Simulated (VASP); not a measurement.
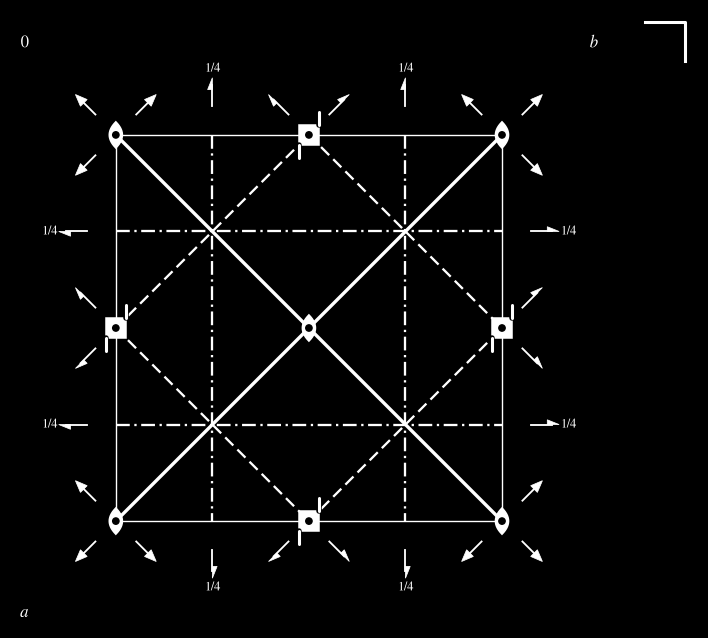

Symmetry elements of a space group, projected down c, computed from the operations of a computed or model structure of composition TiO2.

Symbols follow the International Tables: origin at the upper left, the third axis towards the viewer; heavy, dashed, dotted, dash-dotted and dash-dot-dot lines are mirror, in-plane glide, out-of-plane glide, diagonal (n; with arrows d) and double (e) glide planes seen edge on; arrows at the rim are 2 (full head) and 2₁ (half head) axes in the plane; the corner sign is a plane parallel to the page; fractions are heights. Handed screw axes carry their printed symbol instead of tails.

### Which space group is it?

No. 136, P4₂/mnm; primitive tetragonal, point group 4/mmm, 16 general positions a cell.

### List the elements shown.

4₂ axes along c at (0, 1/2), (1/2, 0); 2 axes along c at (0, 0), (1/2, 1/2); inversion centres at (0, 0), (0, 1/2), (1/2, 0), (1/2, 1/2); mirror planes holding c and [1 1 0] or [−1 1 0]; in-plane glide planes holding c and [1 1 0] or [−1 1 0]; n glide planes normal to a, at x = 1/4, 3/4; n glide planes normal to b, at y = 1/4, 3/4; a mirror plane normal to c at height 0; 2 axes along [1 1 0] at height 0; 2 axes along [−1 1 0] at height 0; 2₁ axes along [1 1 0] at height 0; 2₁ axes along [−1 1 0] at height 0; 2₁ axes along a at height 1/4; 2₁ axes along b at height 1/4. Heights repeat every half period; positions are (a, b) fractions, modulo 1.
